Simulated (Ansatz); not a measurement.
Ti

Input file:

```
crystal:
  lattice:
    - [2.923765771, 0.0, 0.0]
    - [-1.4618828855, 2.5575032257, 0.0]
    - [0.0, 0.0, 4.6506340139]
  atoms:
    - { symbol: Ti, position: [0.3333333333, 0.6666666667, 0.25] }
    - { symbol: Ti, position: [0.6666666667, 0.3333333333, 0.75] }
basis:
  ecutwfc: 420
kpoints:
  mp_grid: { grid: [24, 24, 14] }
hamiltonian:
  xc: pbe
scf:
  occupations: { method: gaussian, width: 0.15 }
output:
  forces: true
  stress: true
  eigenvalues: true
  write_density: true
  write_potential: true
  elf: true
  volumetric_format: npy
```

Run with:

```sh
ansatz run input.yaml --threads 1 --pin off --max-ram 2560MiB --backend cpu --events-out ev --progress --plain --runs-dir out
```

Below, planes, directions and counts refer to the conventional cell (a = 2.92 Å, b = 5.12 Å, c = 4.65 Å, α = 90.00°, β = 90.00°, γ = 90.00°).

Space group Cmcm; changed on purpose from its base cell (strain -0.0050 x Voigt [1, -1, 0, 0, 0, 0], atoms carried along); computed without spin polarisation.

All numbers below come from Ansatz 0.2.0, DFT PBE, scalar-relativistic, plane waves, PAW.

In a PAW calculation such maps are meaningful between the atoms, not at the nuclei.

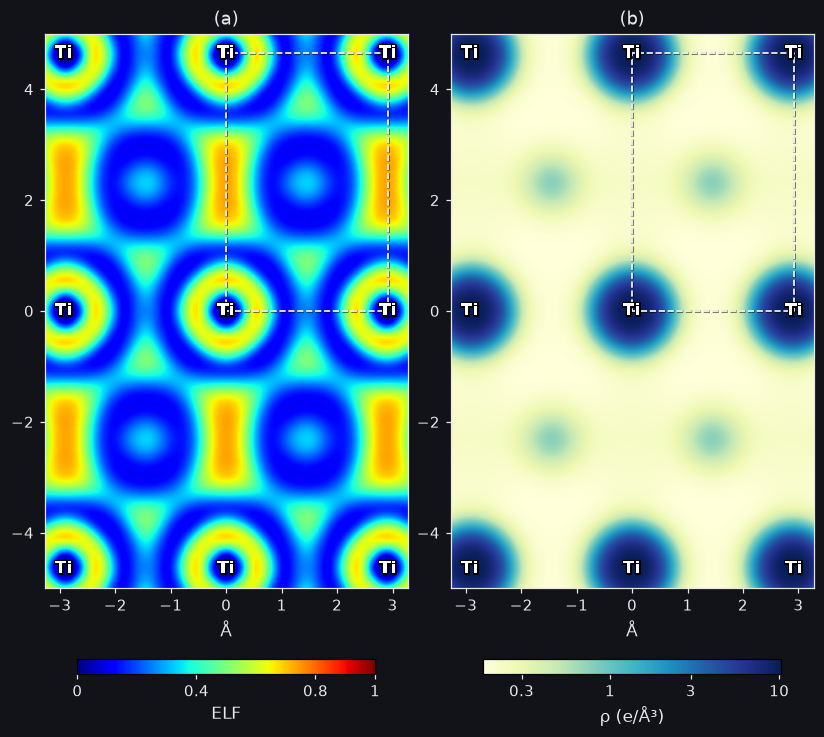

Figure 1. (a) electron localisation function; (b) valence electron density on the (010) plane of the conventional cell.

Interpret the plot.

The section cuts through Ti sites. Atoms just off the plane (Ti, 0.9 Å away) can leave unmarked features too. Ti–Ti (2.92 Å): the density is about 0.19 e/Å³ at the midpoint; the ELF is about 0.25 at the midpoint; no localised pair shows between them. Between the atoms the lowest density in this plane is 0.18 e/Å³. The ELF has a maximum of about 0.75 in the space between the atoms, on no atom or two-centre bond. The features right at Ti lie inside the PAW spheres, where the map follows smoothed inner orbitals and isn't to be read closely.

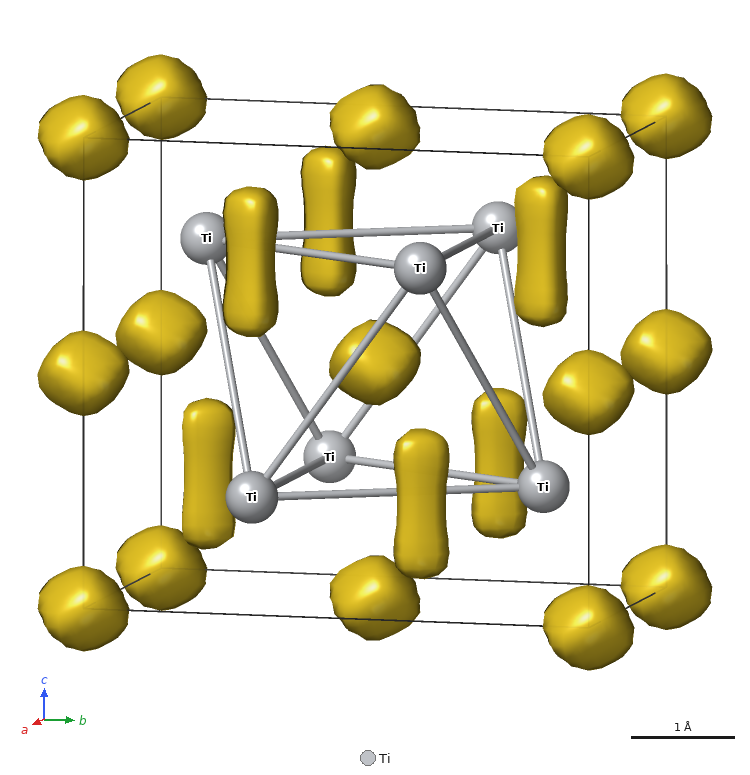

Figure 2. Isosurface of the ELF at 0.65 (yellow), seen slightly off an axis. Core shells and regions of very low density are left out. Sticks mark near contacts.

Where are the electrons localised?

At this value the surface marks out eight pockets between the atoms, centred on no nucleus (multi-centre or interstitial), counted in one cell of 4 atoms. Any copies at cell faces, edges or corners count once. There are no localised bonds or lone pairs at this value.


Ti–Ti (2.88 Å): the ELF is about 0.20 at the midpoint: no shared electron pair shows on this line.

Does the calculation make it a metal, or give it a gap?

It is metallic or semimetallic at this level of theory: no gap opens.
